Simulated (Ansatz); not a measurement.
System: Ta.

```
Ta
1.0
     6.10591    0.00000    0.00000
     0.00000    6.10591    0.00000
     0.00000    0.00000    6.10591
Ta
8
Direct
  0.75000 0.25000 0.25000
  0.25000 0.75000 0.25000
  0.25000 0.25000 0.75000
  0.75000 0.75000 0.75000
  0.50000 0.00000 0.00000
  0.00000 0.50000 0.00000
  0.00000 0.00000 0.50000
  0.50000 0.50000 0.50000
```

Space group Fd-3m; set up as Ta, diamond; a generated structure, not necessarily the stable one.

The calculation used DFT, PBE, plane waves (420 eV) with PAW, scalar-relativistic in Ansatz.

Q: What will maps of the valence pseudo-density and electron localisation function show?

A: Ta–Ta (2.64 Å): ρ is about 0.48 e/Å³ halfway; the ELF is about 0.45 at the midpoint.

Q: Does the calculation make it a metal, or give it a gap?

A: It is gapless in this calculation (a metal or semimetal).

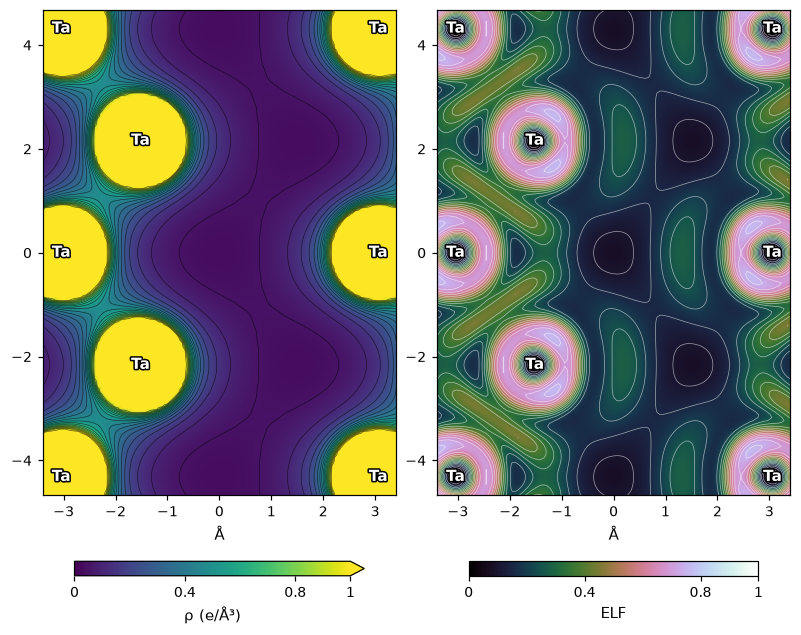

Computed valence pseudo-density and electron localisation function on the (011) plane of the conventional cell, in this order. 

In a PAW calculation such maps are meaningful between the atoms, not at the nuclei.
